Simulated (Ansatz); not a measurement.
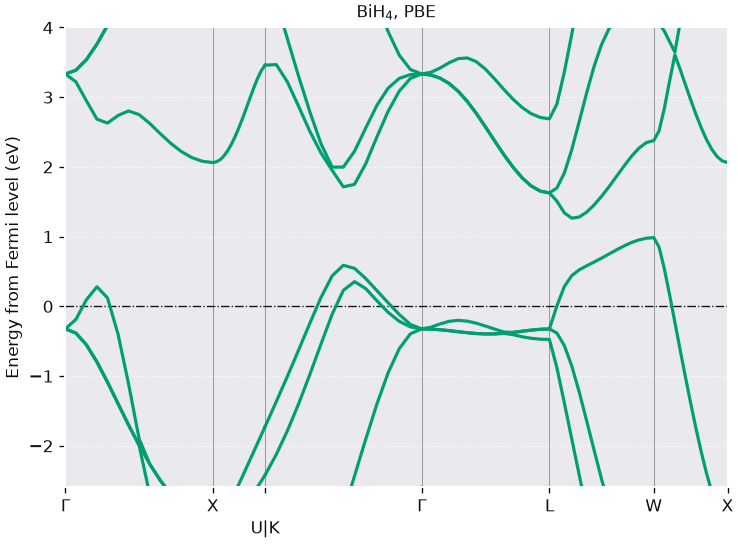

Band structure of BiH₄, space group F-43m (No. 216), 5 atoms in the cell. Level of theory: DFT PBE, scalar-relativistic, plane waves, PAW, no spin polarisation, 12×12×12 k mesh, 420 eV cutoff, Gaussian smearing of 0.1 eV; code Ansatz. Energies are counted from the Fermi level.

A metal: 2 bands cross the Fermi level along this path. Bands cross the Fermi level on Γ–X, K–Γ, L–W and W–X, and not on X–U and Γ–L. At Γ the nearest levels lie 0.32 eV below and 3.33 eV above the Fermi level.

The structure is an invented one, so it need not be a known or stable phase. Spin-orbit coupling is left out, which matters for Bi.
